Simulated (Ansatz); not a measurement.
System: Co.

```xyz
1
Lattice="2.1560 0.0000 0.0000 0.0000 2.1560 0.0000 0.0000 0.0000 2.1560" Properties=species:S:1:pos:R:3 pbc="T T T"
Co    0.0000    0.0000    0.0000
```

Space group Pm-3m; set up as Co, simple cubic; a generated structure, not necessarily the stable one; changed on purpose from its base cell (volume × 0.88); computed pressure about 36 GPa in this cell; computed without spin polarisation.

Method: DFT, PBEsol, plane waves (420 eV) with PAW, scalar-relativistic (Ansatz).

What can the converged valence pseudo-density and electron localisation function tell about the bonding?

Co–Co (2.16 Å): ρ is about 0.59 e/Å³ halfway; the ELF is about 0.20 at the midpoint (no localised pair shows between them).

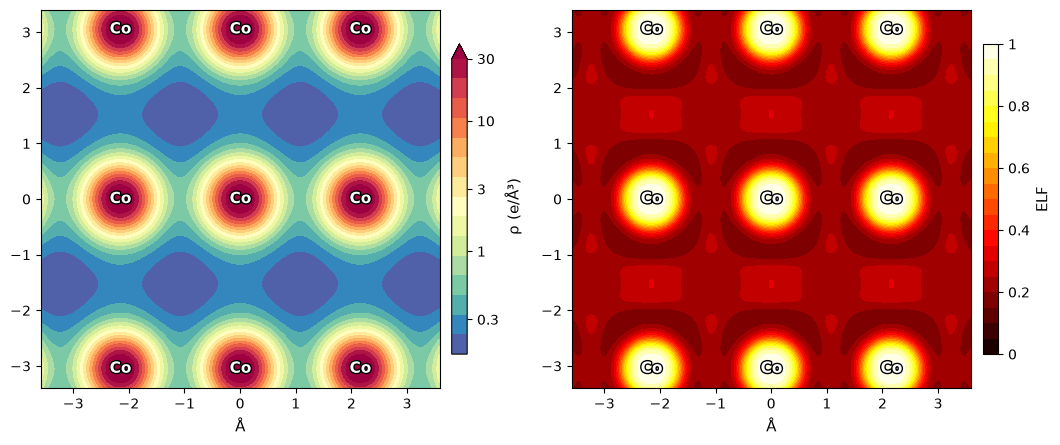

Computed valence pseudo-density and electron localisation function on the (101) plane of the conventional cell, in this order. 

In a PAW calculation such maps are meaningful between the atoms, not at the nuclei.
